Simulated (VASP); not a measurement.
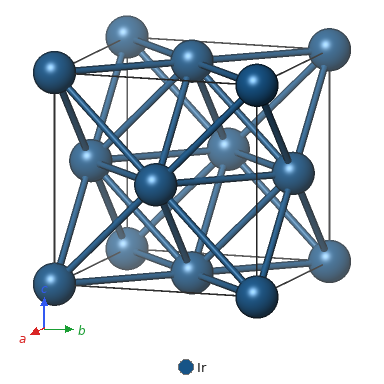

System: Ir, space group Fm-3m (No. 225). The picture shows the conventional cell.

Input of the run:
```
SYSTEM = Ir
PREC     = Accurate       ! precision mode
ENCUT    = 520            ! plane-wave cutoff, eV
EDIFF    = 1E-7           ! SCF threshold, eV
ISMEAR   = -1             ! smearing method
SIGMA    = 0.05           ! smearing width, eV
LREAL    = .FALSE.        ! projectors in reciprocal space
LASPH    = .TRUE.         ! aspherical terms in the spheres
NELM     = 80             ! most SCF steps
ALGO     = Normal         ! electronic algorithm
ISIF     = 2              ! what is computed and relaxed
LWAVE    = .FALSE.        ! write WAVECAR
LCHARG   = .FALSE.        ! write CHGCAR
GGA      = PS             ! functional
NBANDS   = 10             ! bands
```

Command:
```bash
cat potpaw_PBE.64/Ir/POTCAR > POTCAR
mpirun -np 1 vasp_std > vasp.out
```

Method: plane-wave DFT, no spin polarisation; energies at scaled volumes of the given cell, shape and fractions fixed, counted from the fit's minimum, third-order Birch-Murnaghan fit (VASP 6.6.1). Level: PBEsol.

k mesh 12×12×12; occupations Fermi–Dirac; smearing width 0.05 eV; potentials VASP PAW PBE potentials, recommended; wave cutoff 520 eV.

Predict the energy and pressure against volume. The volume takes the values 13.22, 13.50, 13.78, 14.06, 14.34, 14.62, 14.90 Å³/atom.

A third-order Birch–Murnaghan fit gives V0 = 14.07 Å³/atom, B0 = 390 GPa and B′ = 5.1. The energy is 72.20 meV/atom at volume 13.22 Å³/atom and 53.06 meV/atom at 14.90 Å³/atom; the lowest computed point is at volume 14.06 Å³/atom (0.00 meV/atom). The pressure falls from 28.70 GPa at volume 13.22 Å³/atom to −19.39 GPa at 14.90 Å³/atom, and changes sign near 14.07 Å³/atom.

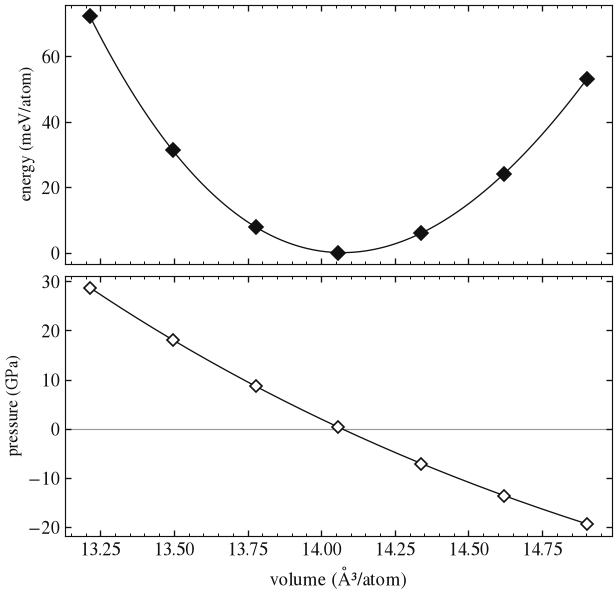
